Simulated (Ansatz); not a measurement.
**Geometry relaxation of C (part 3 of 3)**

C (P6₃mc, 4 atoms in the cell); DFT PBE, scalar-relativistic, plane waves, PAW, PAW set soft_1, no spin polarisation (Ansatz 0.2.0); cutoff 420 eV, 21×21×6 k-mesh, Gaussian smearing of 0.1 eV. The structure derives from an entry of the Crystallography Open Database.

Geometry of the input (Å; fractional positions):
```
2.4700  0.0000  0.0000
-1.2350  2.1391  0.0000
0.0000  0.0000  6.7900
C  0.0000  0.0000  0.0000
C  0.0000  0.0000  0.5000
C  0.3333  0.6667  0.0050
C  0.6667  0.3333  0.5050
```

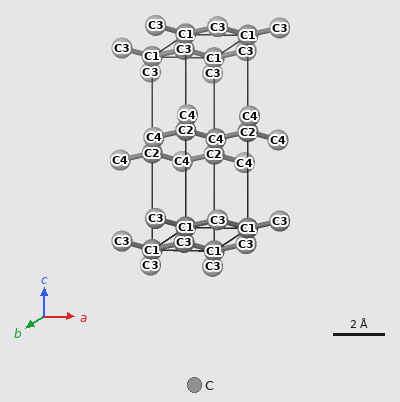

The geometry at step 21 of the log (ball-and-stick view of the cell of the calculation, seen at an oblique angle; neighbours outside the cell are drawn fainter; atoms are numbered from 1 in the order of the input).

### Key numbers

| quantity | value |
| --- | --- |
| outcome | converged |
| space group (tolerance 0.01 Å) | P6₃mc (186) → P6₃/mmc (194) |
| electrons treated | 16 |
| free energy | −1003.7750 eV |
| Fermi energy | 4.643 eV |
| gap on the k-point mesh | none (metallic) |
| pressure | 0.01 GPa |
| final volume | 44.80 Å³ |
| largest force (length of the vector) at the end | under 0.001 eV/Å |
| final cell | a = 2.466 Å, b = 2.466 Å, c = 8.503 Å, α = 90.00°, β = 90.00°, γ = 120.00° |
| hardware | 2 threads of Arm Neoverse V2, 24 GiB of memory available, shared host |
| wall time | 2 min (CPU time 3.9 min) |
| peak memory | 0.41 GiB |
